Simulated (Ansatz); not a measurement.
**Electron scattering at the Σ3 (112) boundary in fcc Pt with Bi (substitutional)**

How much does the Σ3 (112) boundary in fcc Pt with Bi (substitutional) reflect electrons?

Program: Ansatz 0.2.0. Level of theory: Ansatz plane-wave DFT, PBE, PAW files; relaxation of a bicrystal slab with its lowest layers held; PAW set soft_1, in the first sound run; inputs show where later runs differ. Results are calculated unless marked as measured.

### Step 1. Set-up

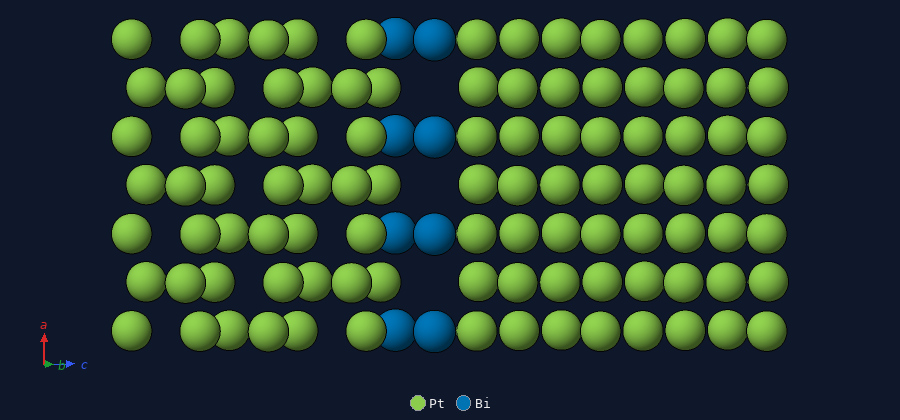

The starting structure, seen from the side, with the c axis across the page (platinum green, bismuth blue). 3×1×1 cells are drawn. Some periodic images of atoms are drawn too.

The cell holds 23 atoms: 22 Pt and 1 Bi. Cell: a = 2.773 Å, b = 6.793 Å, c = 29.412 Å, α = 90.0°, β = 90.0°, γ = 90.0°. It derives from Pt. built on the (1 1 2) plane; 2 overlapping atoms removed and the grains opened by 0 Å. Vacuum lies along c.

### Step 2. Relaxing the bicrystal

The boundary is built by mirroring the lower grain in the boundary plane and removing any atoms that overlap; then the Bi is put in at the boundary. A thin bicrystal slab is relaxed first, with the lowest layers held and the upper grain free to shift and open.

File input.yaml:

```yaml
crystal:
  lattice:
    - [2.7731313745, 0.0, 0.0]
    - [0.0, 6.7927568571, 0.0]
    - [0.0, 0.0, 29.4122836744]
  atoms:
    - { symbol: Pt, position: [2.0e-10, 0.3333333333, 0.1699970004] }
    - { symbol: Pt, position: [0.5000000002, 0.0, 0.1972146786] }
    - { symbol: Pt, position: [1.0e-10, 0.6666666667, 0.2244323569] }
    - { symbol: Pt, position: [0.5000000001, 0.3333333333, 0.2516500351] }
    - { symbol: Pt, position: [1.0e-10, 0.0, 0.2788677133] }
    - { symbol: Pt, position: [0.5000000001, 0.6666666667, 0.3060853915] }
    - { symbol: Pt, position: [1.0e-10, 0.3333333333, 0.3333030697] }
    - { symbol: Pt, position: [0.5000000001, 0.0, 0.360520748] }
    - { symbol: Pt, position: [0.0, 0.6666666667, 0.3877384262] }
    - { symbol: Pt, position: [0.5, 0.3333333333, 0.4149561044] }
    - { symbol: Bi, position: [0.0, 0.0, 0.4421737826] }
    - { symbol: Pt, position: [0.0, 0.6666666667, 0.4966091391] }
    - { symbol: Pt, position: [0.5000000001, 0.0, 0.5238268173] }
    - { symbol: Pt, position: [1.0e-10, 0.3333333333, 0.5510444955] }
    - { symbol: Pt, position: [0.5000000001, 0.6666666667, 0.5782621737] }
    - { symbol: Pt, position: [1.0e-10, 0.0, 0.605479852] }
    - { symbol: Pt, position: [0.5000000001, 0.3333333333, 0.6326975302] }
    - { symbol: Pt, position: [1.0e-10, 0.6666666667, 0.6599152084] }
    - { symbol: Pt, position: [0.5000000002, 0.0, 0.6871328866] }
    - { symbol: Pt, position: [2.0e-10, 0.3333333333, 0.7143505648] }
    - { symbol: Pt, position: [0.5000000002, 0.6666666667, 0.7415682431] }
    - { symbol: Pt, position: [2.0e-10, 0.0, 0.7687859213] }
    - { symbol: Pt, position: [0.5000000002, 0.3333333333, 0.7960035995] }
kpoints:
  mp_grid: { grid: [8, 4, 1] }
hamiltonian:
  xc: pbe
  pseudopotentials: { kind: paw, azcp: { folder: soft_1 } }
scf:
  occupations: { method: fermi_dirac, width: 0.1 }
relax:
  f_tol: 0.03
  max_steps: 80
  constraints: [{ sites: [0, 1, 2, 3] }]
```

Started as:

```sh
ansatz run input.yaml --threads 4 --pin off --max-ram 15360MiB --backend cpu --events-out ev --progress --plain --runs-dir out
```

Numbers of over 12 decimals in the logs are rounded to 6 here.

What it wrote:

```text
Engine: ansatz 0.2.0, aarch64-unknown-linux-gnu
Pseudopotentials: kind: paw
Pseudopotential: Pt, paw, valence charge 18, recommended cutoff 420 eV (normal), soft_1/Pt.paw.azcp
Pseudopotential: Bi, paw, valence charge 15, recommended cutoff 420 eV (normal), soft_1/Bi.paw.azcp
Functional definition: PBE
  parameter kappa = 0.804
  parameter beta = 0.066725
  exchange = pbe_x(kappa = kappa, mu = beta*pi^2/3)
  correlation = pbe_c(beta = beta)
Crystal: 23 atoms, lattice volume = 554.045 Å³
Basis set: ecut = 420 eV, 10909 PW (Γ), exchange–correlation on 40×96×400 points (8 copies of the dense FFT grid, shifted against one another)
Bands: 247, of which v1, the nominal top of the filled ones, is band 206 counted from 1 (205 counted from 0)
Symmetry: 2 space group operations
Space group: Pm (ITA 6), of the structure as read, at distance tolerance 8.2e-5 Å
k-points: 15 of 32 (time reversal used)
Non-local potential: Pt, projectors of the file, l = 0: 3, l = 1: 2, l = 2: 2, l = 3: 1
Non-local potential: Bi, projectors of the file, l = 0: 2, l = 1: 2, l = 2: 2, l = 3: 1
PAW form: soft (Blöchl's): semilocal exchange-correlation on the pseudo side does not see the compensation charge
PAW one-centre angular grid: Pt, 590 points (default); XC on 64 Gauss nodes
PAW one-centre angular grid: Bi, 590 points (default); XC on 64 Gauss nodes
Initial density: superposition of atomic densities (neutral atoms: chi_scale 0, normalization atom)
Initial wavefunctions: pseudopotential atomic-orbital guess
Functional: x = pbe(κ = 0.804, μ = 0.219515), c = pbe(β = 0.066725)
SCF iter   1: F=—  HF=-287943.503267 eV  |F-HF|=—  |Δ(HF+E_count)|=         —  Δρ=6.76e-2  dr2=3.55e1  ethr=3.10e-3  ⟨swp⟩=6.2  Hψ=14137  notcnv=0  defer=127
preconditioner: auto → LDOS  [metal: Δε(μ)=0.009 eV  Ē_g=8.520 eV  σ=0.100 eV  W_gap=0.02  n_scr=162 (ndim 8)  ℏωp=24.2 eV  f_vac=0.312  D(μ)=34.93/eV (n_scr^D=374)  β→1.0]
SCF iter   2: F=—  HF=-287941.523195 eV  |F-HF|=—  |Δ(HF+E_count)|=    1.98e0  Δρ=5.28e-2  dr2=1.69e1  ethr=3.10e-3  ⟨swp⟩=3.1  Hψ=8722  notcnv=0  defer=289
SCF iter   3: F=—  HF=-287936.670375 eV  |F-HF|=—  |Δ(HF+E_count)|=    4.85e0  Δρ=1.05e-2  dr2=1.51e0  ethr=3.10e-3  ⟨swp⟩=2.0  Hψ=6876  notcnv=0  defer=315
SCF iter   4: F=—  HF=-287936.506442 eV  |F-HF|=—  |Δ(HF+E_count)|=   1.64e-1  Δρ=3.24e-3  dr2=2.95e-1  ethr=3.67e-4  ⟨swp⟩=2.5  Hψ=6452  notcnv=0  defer=311
SCF iter   5: F=—  HF=-287936.473403 eV  |F-HF|=—  |Δ(HF+E_count)|=   3.30e-2  Δρ=1.40e-3  dr2=3.05e-2  ethr=7.18e-5  ⟨swp⟩=2.0  Hψ=5044  notcnv=0  defer=311
SCF iter   6: F=—  HF=-287936.471239 eV  |F-HF|=—  |Δ(HF+E_count)|=   2.16e-3  Δρ=5.53e-4  dr2=4.05e-3  ethr=7.42e-6  ⟨swp⟩=2.0  Hψ=5098  notcnv=0  defer=311
SCF iter   7: F=—  HF=-287936.469498 eV  |F-HF|=—  |Δ(HF+E_count)|=   1.74e-3  Δρ=2.45e-4  dr2=8.95e-4  ethr=9.85e-7  ⟨swp⟩=2.0  Hψ=5084  notcnv=0  defer=311
SCF iter   8: F=—  HF=-287936.469499 eV  |F-HF|=—  |Δ(HF+E_count)|=   1.09e-6  Δρ=1.03e-4  dr2=1.35e-4  ethr=2.18e-7  ⟨swp⟩=2.1  Hψ=5017  notcnv=0  defer=311
SCF iter   9: F=—  HF=-287936.469487 eV  |F-HF|=—  |Δ(HF+E_count)|=   1.17e-5  Δρ=4.65e-5  dr2=2.82e-5  ethr=3.27e-8  ⟨swp⟩=2.1  Hψ=4897  notcnv=0  defer=311
SCF iter  10: F=-287936.469481 eV  HF=-287936.469486 eV  |F-HF|=4.83e-6  |Δ(HF+E_count)|=   1.32e-6  Δρ=1.99e-5  dr2=5.69e-6  ethr=5.47e-9  ⟨swp⟩=4.0  Hψ=11021  notcnv=0
SCF 1 converged in 10 iterations: F = -287936.469481 eV  dr2 = 5.69e-6
  greatest PAW one-centre occupation: 1.000 electrons in one spin orbital (limit 2), on the Pt atom at site 16 (counted from 0), in its partial waves of l = 0
relax step   1: F+E_penalty+E_count = -287936.46948101 eV  Δ(F+E_penalty+E_count) = +0.000e0 eV  max|allowed force component| = 1.418e0 eV/Å  Δτ_max = 0.0000 Å  (10 SCF iters, dr2 threshold 2.25e-5 eV, accepted)
Initial density: handed on by an earlier stage of this run
Initial wavefunctions: those handed on with the density
iter 1 solved again at ethr=2.44e-4 eV; its pass at ethr=3.10e-3 eV (dr2=1.00e0 eV) is discarded
SCF iter   1: F=—  HF=-287937.241967 eV  |F-HF|=—  |Δ(HF+E_count)|=         —  Δρ=1.04e-2  dr2=1.08e0  ethr=2.44e-4  ⟨swp⟩=1.3  Hψ=13811  notcnv=0  defer=305
preconditioner: auto → LDOS  [metal: Δε(μ)=0.005 eV  Ē_g=8.610 eV  σ=0.100 eV  W_gap=0.01  n_scr=162 (ndim 8)  ℏωp=24.2 eV  f_vac=0.309  D(μ)=37.27/eV (n_scr^D=396)  β→1.0]
SCF iter   2: F=—  HF=-287937.216552 eV  |F-HF|=—  |Δ(HF+E_count)|=   2.54e-2  Δρ=3.65e-3  dr2=1.11e-1  ethr=2.44e-4  ⟨swp⟩=2.0  Hψ=5653  notcnv=0  defer=305
SCF iter   3: F=—  HF=-287937.193371 eV  |F-HF|=—  |Δ(HF+E_count)|=   2.32e-2  Δρ=1.77e-3  dr2=5.75e-2  ethr=2.70e-5  ⟨swp⟩=3.1  Hψ=6775  notcnv=0  defer=305
SCF iter   4: F=—  HF=-287937.184183 eV  |F-HF|=—  |Δ(HF+E_count)|=   9.19e-3  Δρ=8.57e-4  dr2=9.92e-3  ethr=1.40e-5  ⟨swp⟩=2.1  Hψ=5281  notcnv=0  defer=307
SCF iter   5: F=—  HF=-287937.183054 eV  |F-HF|=—  |Δ(HF+E_count)|=   1.13e-3  Δρ=2.69e-4  dr2=1.55e-3  ethr=2.41e-6  ⟨swp⟩=2.0  Hψ=5191  notcnv=0  defer=307
SCF iter   6: F=—  HF=-287937.182932 eV  |F-HF|=—  |Δ(HF+E_count)|=   1.22e-4  Δρ=9.69e-5  dr2=1.55e-4  ethr=3.78e-7  ⟨swp⟩=2.1  Hψ=5032  notcnv=0  defer=307
SCF iter   7: F=-287937.182899 eV  HF=-287937.182921 eV  |F-HF|=2.24e-5  |Δ(HF+E_count)|=   1.13e-5  Δρ=4.01e-5  dr2=2.55e-5  ethr=2.43e-8  ⟨swp⟩=3.0  Hψ=13365  notcnv=0
SCF 2 converged in 7 iterations: F = -287937.182899 eV  dr2 = 2.55e-5
  greatest PAW one-centre occupation: 1.000 electrons in one spin orbital (limit 2), on the Pt atom at site 4 (counted from 0), in its partial waves of l = 0
relax step   2: F+E_penalty+E_count = -287937.18289881 eV  Δ(F+E_penalty+E_count) = -7.134e-1 eV  max|allowed force component| = 9.300e-1 eV/Å  Δτ_max = 0.1944 Å  (7 SCF iters, dr2 threshold 1.00e-4 eV, accepted)
iter 1 solved again at ethr=1.84e-4 eV; its pass at ethr=3.10e-3 eV (dr2=7.58e-1 eV) is discarded
SCF iter   1: F=—  HF=-287937.683922 eV  |F-HF|=—  |Δ(HF+E_count)|=         —  Δρ=1.12e-2  dr2=6.20e-1  ethr=1.84e-4  ⟨swp⟩=1.9  Hψ=13994  notcnv=0  defer=298
preconditioner: auto → LDOS  [metal: Δε(μ)=0.004 eV  Ē_g=8.560 eV  σ=0.100 eV  W_gap=0.01  n_scr=162 (ndim 8)  ℏωp=24.2 eV  f_vac=0.307  D(μ)=36.72/eV (n_scr^D=396)  β→1.0]
SCF iter   2: F=—  HF=-287937.654051 eV  |F-HF|=—  |Δ(HF+E_count)|=   2.99e-2  Δρ=3.93e-3  dr2=1.63e-1  ethr=1.51e-4  ⟨swp⟩=2.1  Hψ=6164  notcnv=0  defer=298
SCF iter   3: F=—  HF=-287937.617159 eV  |F-HF|=—  |Δ(HF+E_count)|=   3.69e-2  Δρ=1.49e-3  dr2=3.72e-2  ethr=3.97e-5  ⟨swp⟩=2.9  Hψ=6832  notcnv=0  defer=298
SCF iter   4: F=—  HF=-287937.609876 eV  |F-HF|=—  |Δ(HF+E_count)|=   7.28e-3  Δρ=5.49e-4  dr2=3.30e-3  ethr=9.05e-6  ⟨swp⟩=2.6  Hψ=5813  notcnv=0  defer=299
[...]
relax step   8: F+E_penalty+E_count = -287938.21236428 eV  Δ(F+E_penalty+E_count) = -6.344e-2 eV  max|allowed force component| = 1.145e-1 eV/Å  Δτ_max = 0.1996 Å  (8 SCF iters, dr2 threshold 3.85e-6 eV, accepted)
relax step   9: F+E_penalty+E_count = -287938.26165859 eV  Δ(F+E_penalty+E_count) = -4.929e-2 eV  max|allowed force component| = 8.907e-2 eV/Å  Δτ_max = 0.1949 Å  (8 SCF iters, dr2 threshold 5.15e-6 eV, accepted)
relax step  10: F+E_penalty+E_count = -287938.29712508 eV  Δ(F+E_penalty+E_count) = -3.547e-2 eV  max|allowed force component| = 7.823e-2 eV/Å  Δτ_max = 0.1934 Å  (8 SCF iters, dr2 threshold 4.80e-6 eV, accepted)
relax step  11: F+E_penalty+E_count = -287938.32456922 eV  Δ(F+E_penalty+E_count) = -2.744e-2 eV  max|allowed force component| = 6.758e-2 eV/Å  Δτ_max = 0.1949 Å  (8 SCF iters, dr2 threshold 3.70e-6 eV, accepted)
relax step  12: F+E_penalty+E_count = -287938.34629170 eV  Δ(F+E_penalty+E_count) = -2.172e-2 eV  max|allowed force component| = 7.081e-2 eV/Å  Δτ_max = 0.1941 Å  (8 SCF iters, dr2 threshold 3.41e-6 eV, accepted)
relax step  13: F+E_penalty+E_count = -287938.35698909 eV  Δ(F+E_penalty+E_count) = -1.070e-2 eV  max|allowed force component| = 1.156e-1 eV/Å  Δτ_max = 0.1927 Å  (8 SCF iters, dr2 threshold 3.74e-6 eV, accepted)
relax step  14: F+E_penalty+E_count = -287938.36337040 eV  Δ(F+E_penalty+E_count) = -6.381e-3 eV  max|allowed force component| = 4.560e-2 eV/Å  Δτ_max = 0.1639 Å  (8 SCF iters, dr2 threshold 1.34e-5 eV, accepted)
relax step  15: F+E_penalty+E_count = -287938.36259569 eV  Δ(F+E_penalty+E_count) = +7.747e-4 eV  max|allowed force component| = 8.169e-2 eV/Å  Δτ_max = 0.0716 Å  (10 SCF iters, rejected (line search))
relax step  16: F+E_penalty+E_count = -287938.36483456 eV  Δ(F+E_penalty+E_count) = -1.464e-3 eV  max|allowed force component| = 6.418e-3 eV/Å  Δτ_max = 0.0348 Å  (9 SCF iters, accepted)
SCF iter   1: F=—  HF=-287938.377145 eV  |F-HF|=—  |Δ(HF+E_count)|=         —  Δρ=3.81e-3  dr2=4.60e-2  ethr=1.10e-4  ⟨swp⟩=3.6  Hψ=7251  notcnv=0  defer=298
preconditioner: auto → LDOS  [metal: Δε(μ)=0.010 eV  Ē_g=8.465 eV  σ=0.100 eV  W_gap=0.02  n_scr=162 (ndim 8)  ℏωp=24.2 eV  f_vac=0.296  D(μ)=36.83/eV (n_scr^D=396)  β→1.0]
SCF iter   2: F=—  HF=-287938.369856 eV  |F-HF|=—  |Δ(HF+E_count)|=   7.29e-3  Δρ=1.16e-3  dr2=9.54e-3  ethr=1.12e-5  ⟨swp⟩=3.0  Hψ=7554  notcnv=0  defer=298
SCF iter   3: F=—  HF=-287938.366562 eV  |F-HF|=—  |Δ(HF+E_count)|=   3.29e-3  Δρ=3.19e-4  dr2=1.00e-3  ethr=2.32e-6  ⟨swp⟩=2.9  Hψ=7107  notcnv=0  defer=298
SCF iter   4: F=—  HF=-287938.366307 eV  |F-HF|=—  |Δ(HF+E_count)|=   2.55e-4  Δρ=9.43e-5  dr2=8.42e-5  ethr=2.44e-7  ⟨swp⟩=2.9  Hψ=7137  notcnv=0  defer=298
SCF iter   5: F=—  HF=-287938.365060 eV  |F-HF|=—  |Δ(HF+E_count)|=   1.25e-3  Δρ=2.96e-5  dr2=1.17e-5  ethr=2.05e-8  ⟨swp⟩=2.2  Hψ=6194  notcnv=0  defer=298
SCF iter   6: F=—  HF=-287938.365060 eV  |F-HF|=—  |Δ(HF+E_count)|=   1.84e-7  Δρ=1.44e-5  dr2=3.15e-6  ethr=2.84e-9  ⟨swp⟩=2.0  Hψ=4841  notcnv=0  defer=298
SCF iter   7: F=—  HF=-287938.365060 eV  |F-HF|=—  |Δ(HF+E_count)|=   1.69e-7  Δρ=6.77e-6  dr2=5.73e-7  ethr=7.67e-10  ⟨swp⟩=1.9  Hψ=4832  notcnv=0  defer=298
SCF iter   8: F=—  HF=-287938.365060 eV  |F-HF|=—  |Δ(HF+E_count)|=   4.84e-8  Δρ=2.37e-6  dr2=1.10e-7  ethr=1.39e-10  ⟨swp⟩=2.1  Hψ=4828  notcnv=0  defer=298
SCF iter   9: F=-287938.365059 eV  HF=-287938.365060 eV  |F-HF|=2.95e-8  |Δ(HF+E_count)|=   3.73e-9  Δρ=1.36e-6  dr2=3.39e-8  ethr=2.43e-11  ⟨swp⟩=4.0  Hψ=10216  notcnv=0
SCF 17 converged in 9 iterations: F = -287938.365059 eV  dr2 = 3.39e-8
relax step  17: F+E_penalty+E_count = -287938.36505947 eV  Δ(F+E_penalty+E_count) = -2.249e-4 eV  max|allowed force component| = 5.400e-3 eV/Å  Δτ_max = 0.0416 Å  (9 SCF iters, accepted)
SCF converged after 9 iterations
Free energy (F): -287938.365059 eV
Harris-Foulkes:  -287938.365060 eV  (|F-HF|=2.95e-8)
Internal energy: -287937.178606 eV  (E = F + TS)
E sigma→0 (E₀):  -287937.771833 eV
Entropy (-TS):   -1.186454 eV (-51.585 meV/atom)
Fermi energy:    12.638524 eV
--- Per-component energies (eV) ---
  E_band       = -7021.119529
  E_kinetic    = 13371.305468
  E_local      = -425990.334749  (includes V_loc(G=0)·N_el)
  E_nonlocal   = 4893.729090
  E_hartree    = 207034.956738
  E_xc         = -5252.057145
  E_vxc        = -6086.328312  (∫ρ·V_xc dr)
  E_paw        = -219307.462711  (= ΣΔE_a)
  E_vpaw       = -7279.409779  (= ΣTr[D̂ρ^β])
  E_aug_tail   = 0.025021  (compensation charges beyond the density's cutoff)
  E_ewald      = 137312.659681
  E_smearing   = -1.186454  (= −TS)
  E_closure    = 0.000000  (closes the sum)
  Σ components = -287938.365059   (vs F -287938.365059, Δ=0.00e0)
--- Forces (eV/Å), atoms counted from 1 ---
  atom   1  Pt    -0.00000000    -0.21955094     0.44143194
  atom   2  Pt    -0.00000000    -0.12490867    -0.23550555
  atom   3  Pt     0.00000000     0.14852455    -0.71806144
  atom   4  Pt     0.00000000     0.19417364     0.51174655
  atom   5  Pt    -0.00000000    -0.00072157     0.00181557
  atom   6  Pt     0.00000000     0.00203753     0.00315885
  atom   7  Pt    -0.00000000     0.00061876     0.00068172
  atom   8  Pt    -0.00000000    -0.00089586     0.00186636
  atom   9  Pt     0.00000000     0.00155546    -0.00303690
  atom  10  Pt    -0.00000000     0.00310196    -0.00142648
  atom  11  Bi    -0.00000000    -0.00539983     0.00258267
  atom  12  Pt     0.00000000    -0.00012658    -0.00338484
  atom  13  Pt     0.00000000     0.00051075    -0.00298385
  atom  14  Pt    -0.00000000    -0.00066883    -0.00227698
  atom  15  Pt    -0.00000000     0.00418365    -0.00031600
  atom  16  Pt     0.00000000    -0.00286210    -0.00003561
  atom  17  Pt     0.00000000     0.00063853     0.00514609
  atom  18  Pt     0.00000000     0.00076275    -0.00050809
  atom  19  Pt    -0.00000000     0.00041695     0.00008679
  atom  20  Pt    -0.00000000    -0.00156777    -0.00125349
  atom  21  Pt    -0.00000000    -0.00038979    -0.00006327
  atom  22  Pt    -0.00000000     0.00001032    -0.00031702
  atom  23  Pt     0.00000000     0.00051816     0.00064837
  max |Σ_I F_I| component: 3.89e-5 eV/Å
--- Relaxed structure (17 steps of the walk, 16 accepted, 0 SCFs on fresh bases) ---
  F+E_penalty+E_count = -287938.36505947 eV   max|allowed force component| = 5.400e-3 eV/Å
  atoms:
    - { symbol: Pt, position: [0.0, 0.333333, 0.1699970004] }
    - { symbol: Pt, position: [0.500000, 0.0, 0.197215] }
    - { symbol: Pt, position: [0, 0.666667, 0.2244323569] }
    - { symbol: Pt, position: [0.500000, 0.333333, 0.251650] }
    - { symbol: Pt, position: [-1.3817217408668877e-18, -0.00508083, 0.280222] }
    - { symbol: Pt, position: [0.500000, 0.659279, 0.309164] }
    - { symbol: Pt, position: [-2.0191161964688886e-18, 0.325909, 0.337935] }
    - { symbol: Pt, position: [0.500000, -0.00545395, 0.364387] }
    - { symbol: Pt, position: [2.7124945693454283e-19, 0.667664, 0.393675] }
    - { symbol: Pt, position: [0.500000, 0.338702, 0.422809] }
    - { symbol: Bi, position: [-1.1786392974437985e-17, -0.043341, 0.462259] }
    - { symbol: Pt, position: [-7.675715851696696e-17, 0.384417, 0.502581] }
    - { symbol: Pt, position: [0.500000, -0.286237, 0.533045] }
    - { symbol: Pt, position: [-7.893274646900918e-17, 0.043084, 0.560677] }
    - { symbol: Pt, position: [0.500000, 0.375455, 0.586241] }
    - { symbol: Pt, position: [-7.881033115063377e-17, -0.289799, 0.618007] }
    - { symbol: Pt, position: [0.500000, 0.046918, 0.644941] }
    - { symbol: Pt, position: [-7.768178138059072e-17, 0.381017, 0.672012] }
    - { symbol: Pt, position: [0.500000, -0.293829, 0.701926] }
    - { symbol: Pt, position: [-7.688449583515947e-17, 0.050616, 0.726294] }
    - { symbol: Pt, position: [0.500000, 0.372817, 0.762366] }
    - { symbol: Pt, position: [-8.266817480230384e-17, -0.303985, 0.785775] }
    - { symbol: Pt, position: [0.500000, 0.023890, 0.806150] }
```

Elapsed: 19 min, on 4 threads of Arm Neoverse V1, shared host; peak memory 3.3 GiB; 74 min of CPU time.

Relaxation path:

| step | energy less that of the first step (eV) | largest force component (eV/Å) |
| --- | --- | --- |
| 1 | 0.0000 | 1.4177 |
| 2 | -0.7134 | 0.9300 |
| 3 | -1.1399 | 0.4520 |
| 4 | -1.3603 | 0.3896 |
| 5 | -1.5043 | 0.2334 |
| 6 | -1.6030 | 0.1582 |
| 7 | -1.6794 | 0.0991 |
| 8 | -1.7429 | 0.1145 |
| 9 | -1.7922 | 0.0891 |
| 10 | -1.8276 | 0.0782 |
| 11 | -1.8551 | 0.0676 |
| 12 | -1.8768 | 0.0708 |
| 13 | -1.8875 | 0.1156 |
| 14 | -1.8939 | 0.0456 |
| 15 | -1.8931 | 0.0817 |
| 16 | -1.8954 | 0.0064 |
| 17 | -1.8956 | 0.0054 |

Relaxation step 15 was tried and not accepted.

Forces are held to the 2 operations that the run works with; a distortion that breaks them can't arise in this run.

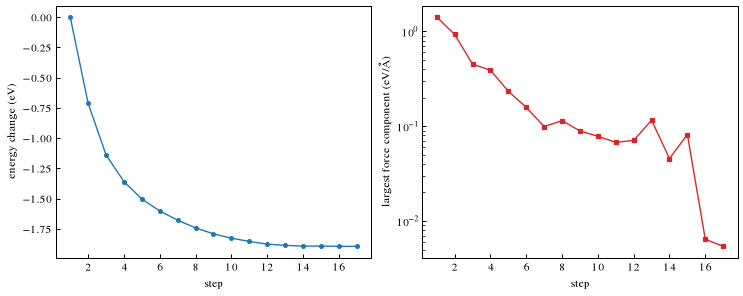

Energy and largest force along the relaxation.

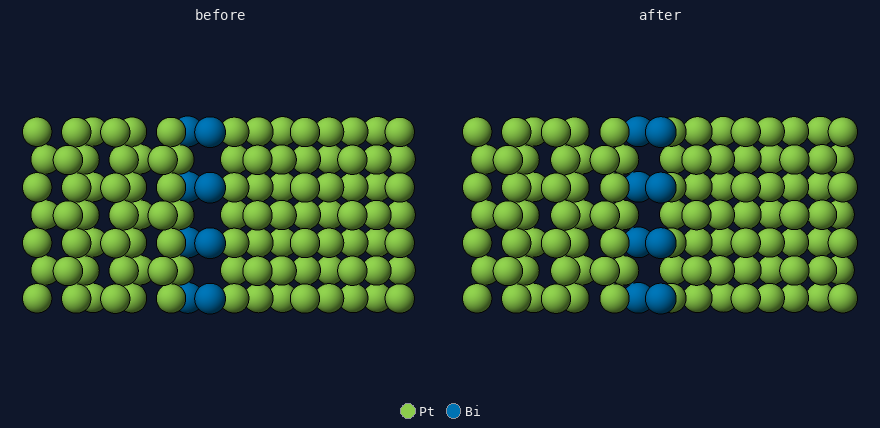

Before and after, at one scale.

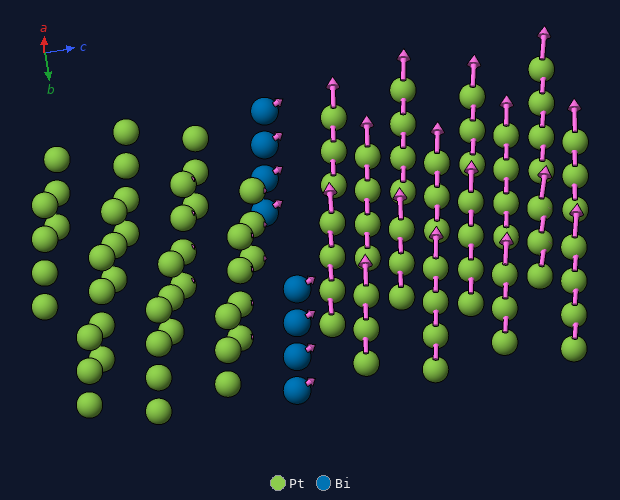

Displacements in the relaxation, scaled; the longest in the cell stands for 2.12 Å. 3×1×1 cells are drawn. Some periodic images of atoms are drawn too.

The atoms that moved most (Å):

```csv
atom,dx,dy,dz,length
Pt22,0.000,-2.065,0.500,2.125
Pt23,0.000,-2.102,0.298,2.123
Pt21,0.000,-1.996,0.612,2.088
Pt19,0.000,-1.996,0.435,2.043
Pt16,0.000,-1.969,0.368,2.003
Pt15,0.000,-1.978,0.235,1.992
Pt14,0.000,-1.972,0.283,1.992
Pt17,0.000,-1.946,0.360,1.979
```

This step gave:

```
free energy             : -287938.3651 eV
energy at zero smearing : -287937.7718 eV
Fermi energy            : 12.64 eV
```

The largest force component on a free atom ends at 0.0054 eV/Å, under the tolerance of 0.03, after 17 steps.

(Continued in part 2 of 2.)

[Logs are printed without paths, hosts, clocks, repeated set-up lines and the standing remarks that a program may print on its own settings, such as how far it seeks lower states.]

[Hosts, paths, dates, database ids (printed as entryN), source tags and the programs' standing remarks are cut or masked in the printed files.]
